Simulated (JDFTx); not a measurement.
# A series of single points on Ca

System: Ca (P6₃/mmc, 2 atoms in the cell).
Method: Kohn-Sham DFT of a periodic cell, PBE, PseudoDojo-SR-PBE-0.5-standard, no spin polarisation (JDFTx 1.7.0 (patched build)).

The 7 runs differ only in the geometry, by an even scaling of the cell at fixed fractional positions. The structure derives from an entry of the Crystallography Open Database.

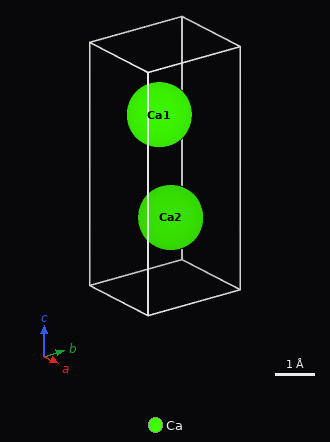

Figure 1. The structure of run 4 (spheres-only view of the cell of the calculation, seen slightly off an axis; atoms are numbered from 1 in the order of the input). An atom can appear more than once, as a periodic image.

## Input of run 4
```
lattice \
    7.5211099760    -3.7605549880     0.0000000000 \
    0.0000000000     6.5134723040     0.0000000000 \
    0.0000000000     0.0000000000    12.3210143326
coords-type Lattice
ion Ca     0.6666666667     0.3333333333     0.7500000000 1
ion Ca     0.3333333333     0.6666666667     0.2500000000 1

ion-species pseudo/Ca.upf
elec-cutoff 34 272
elec-ex-corr gga-PBE
kpoint-folding 8 8 4
elec-smearing Fermi 0.0018374661
elec-n-bands 16
electronic-SCF nIterations 100 energyDiffThreshold 1e-09
electronic-minimize nIterations 30 energyDiffThreshold 1e-7
forces-output-coords Cartesian

dump-name run.$VAR
dump End Ecomponents EigStats BandEigs Kpoints Forces Stress ElecDensity Dtot KEdensity
```

Command:
```bash
jdftx -c 1 -i Ca.in -o Ca.out
```

Run 5 differs from it as follows:
```diff
-    7.5211099760    -3.7605549880     0.0000000000 \
-    0.0000000000     6.5134723040     0.0000000000 \
-    0.0000000000     0.0000000000    12.3210143326
+    7.5709201029    -3.7854600514     0.0000000000 \
+    0.0000000000     6.5566091393     0.0000000000 \
+    0.0000000000     0.0000000000    12.4026128319
```

## Results, with one run withheld

| run | volume per atom (Å³) | free energy per atom, from the lowest run given (meV) | pressure (GPa) |
| --- | --- | --- | --- |
| 1 | 42.038 | 0.00 | 0.13 |
| 2 | 42.932 | 0.19 | −0.22 |
| 3 | 43.827 | 2.34 | −0.57 |
| 4 | 44.721 | 6.27 | −0.87 |
| 5 | 45.616 | ? | ? |
| 6 | 46.510 | 18.84 | −1.40 |
| 7 | 47.405 | 27.21 | −1.63 |

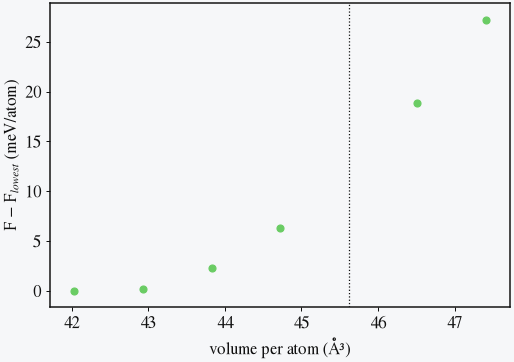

Figure 2. Free energy per atom of the runs given; the dotted line marks run 5.

Fit the runs given and predict run 5.

A cubic polynomial in V^(−2/3) (the Birch–Murnaghan form), fitted to the 6 runs given, misses them by under 0.01 meV per atom. With x = V^(−2/3) − 0.07963 Å⁻², it reads F = 5.1536 − 4091 x + 7.9166e+05 x² − 2.245e+06 x³ (meV per atom). At run 5 it gives 11.82 meV per atom, and the run itself gives 11.81. The slope of the fit gives a pressure −dF/dV of −1.13 GPa there, and the run prints −1.14 GPa. The fit has its minimum at 42.399 Å³ per atom, where V d²F/dV² gives 17.6 GPa. Cell shape and fractional positions are held, so this is the stiffness under even scaling; the relaxed bulk modulus wasn't computed.

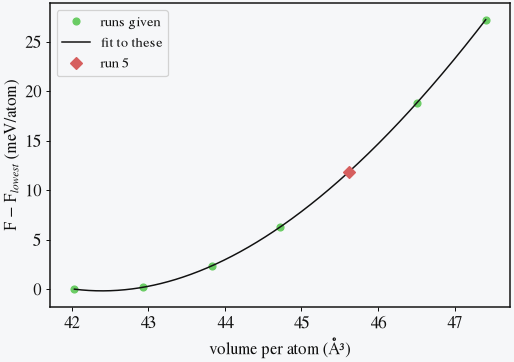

Figure 3. The fit and the withheld run.

## Some lines of the output (run 5)
```
[...]
unit cell volume = 615.66
     Etot =      -73.7887125395695591
        F =      -73.7893307302149140
	HOMO-LUMO gap: +0.004585
	Optical gap  : +0.009957 at state 29 ( [ +0.250000 +0.375000 +0.500000 ] spin 0 )
```
